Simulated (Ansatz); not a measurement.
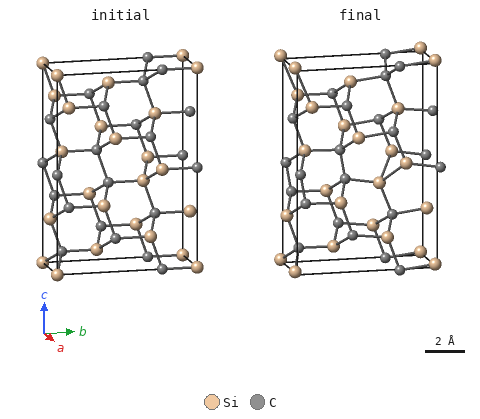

The structure of an interface cell of composition SiC before (left) and after (right) a relaxation, at one scale.

Style: ball-and-stick. Shown: the cell of the calculation, slightly off an axis.

Case: antiphase boundary on (2 1 1), species swapped.

Computed with Ansatz, DFT PBEsol, scalar-relativistic, plane waves, PAW. (plane-wave cutoff 420 eV; k-point mesh 10 × 4 × 3; occupations gaussian; smearing width 0.05 eV; no spin polarisation; cell relaxed at fixed a, b, alpha, beta, gamma; force threshold 0.02 eV/Å; at most 45 steps)

Summarise the run.

Answer. The energy falls by 8.227 eV per cell of the calculation in 6 accepted moves (8 points after the start). The largest force component goes from 10 to 0.0047 eV/Å. Pressure: 16.05 GPa at the start and 0.34 GPa at the end. At 2 points the geometry stayed and the basis and grid were re-selected for the new cell (energy shift of 11.8 meV per cell of the calculation at most each time). The largest moves relative to the cell, 0.30 Å, are those of Si atoms. Largest moves by element: Si 0.30 Å, C 0.24 Å. Cell: a unchanged at 3.081 Å, b unchanged at 7.546 Å, c 10.672 → 10.906 Å (+2.2 %). Volume +2.2 %. Among the contacts that change: Si–Si 1.887 → 2.341 Å, Si–Si 1.887 → 2.285 Å, C–C 1.887 → 1.592 Å, C–C 1.887 → 1.778 Å. Among the angles between lasting bonds that change: Si–Si–Si 109.5° → 84.8°, C–Si–C 109.5° → 121.3°, C–C–C 109.5° → 120.1°.
